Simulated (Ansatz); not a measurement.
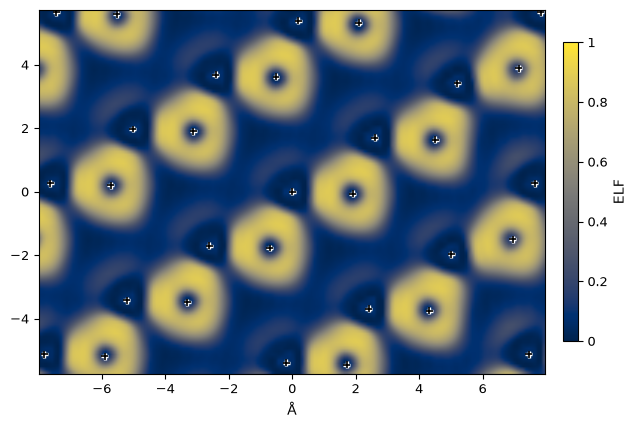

The electron localisation function on a plane through atoms (crosses mark nuclei in the plane).

Computed with Ansatz, DFT PBE, scalar-relativistic, plane waves, PAW.

Candidates:
A. Si16C17 (cell charge +3, with a compensating background) (cell with a defect), a = 6.19 Å, b = 6.19 Å, c = 10.13 Å, α = 90.00°, β = 90.00°, γ = 120.00°. The program warned that a starting moment wasn't kept; spin-polarised, but the moments vanished.
B. AlN, a = 3.11 Å, b = 3.11 Å, c = 15.27 Å, α = 88.83°, β = 87.66°, γ = 60.00°. Space group P1; a structure from a database of computed crystals, not necessarily the ambient phase; not relaxed (largest force 1.1 eV/Å).
C. Si2Ni, a = 5.45 Å, b = 5.45 Å, c = 5.45 Å, α = 90.00°, β = 90.00°, γ = 90.00°. Space group Fm-3m; computed without spin polarisation.

**Which system is this?**

Candidate B: AlN on the (11̄0) plane of the conventional cell, which holds Al and N. Al–N (1.91 Å): the ELF peaks at about 0.90 in the valence shell of N, 0.8 Å from its nucleus, and is about 0.85 at the midpoint. Al–N (2.01 Å): the ELF peaks at about 0.90 in the valence shell of N, 0.8 Å from its nucleus, and is about 0.85 at the midpoint.
